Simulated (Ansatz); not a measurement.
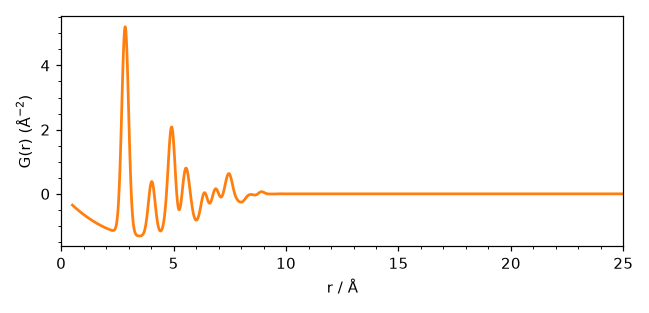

The curve is a calculated X-ray PDF: distances of the static structure, each pair weighted by the product of the atomic numbers (X-ray weights at Q = 0), broadened by Gaussians with σ = 0.15 Å, for spherical particles of Al with the bulk structure: the bulk G(r) is multiplied by the envelope of a sphere of diameter D, 1 − 3r/2D + r³/2D³, with no surface relaxation. The number density is 0.0603 atoms per Å³. Basis of the simulation: the geometry relaxed at fixed volume with DFT PBE, spin-orbit coupling, plane waves, PAW (Ansatz 0.2.0); the starting structure was generated, so it need not be a known form of this composition.

> How large are the particles?

About 10 Å (1.0 nm): the signal vanishes at r = D, fading from view somewhat earlier.

> Roughly how many atoms does one particle hold?

About 32 (number density 0.0603 Å⁻³ times πD³/6).
